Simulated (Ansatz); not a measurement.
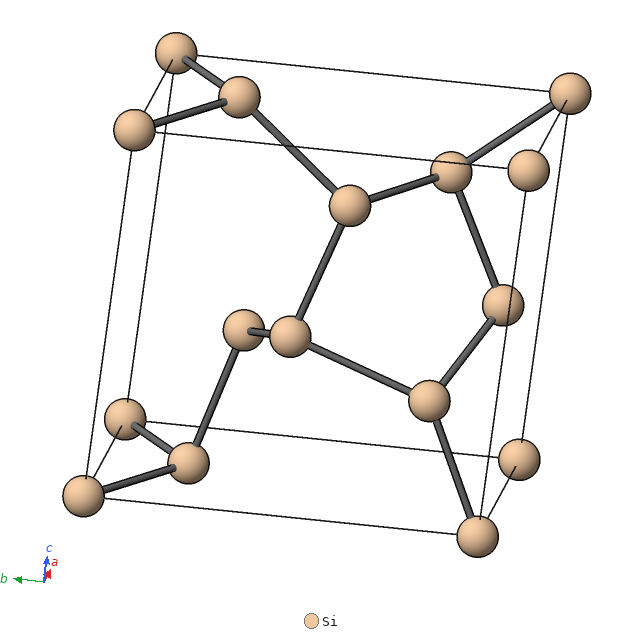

Drawn in the ball-and-stick manner and seen from a general direction. One unit cell is framed, with atoms on its boundary repeated. Cell: a = 3.847 Å, b = 6.338 Å, c = 7.185 Å, α = 96.55°, β = 105.53°, γ = 90.00°.

What does the picture show?

The element is silicon. Apart from translations it has no symmetry (space group P1). The cell holds eight atoms. The Si atoms are each bonded to four Si at about 2.3 to 2.5 Å. The bonds build a three-dimensional framework.

The initial geometry was a structure listed in the Materials Project. The cell was then strained or its atoms displaced on purpose. It was run through Ansatz as a DFT input.

At this level of theory the run's own cell isn't at rest (forces up to 1.6 eV/Å), so its distances can differ from those at equilibrium, the more so the softer the solid.
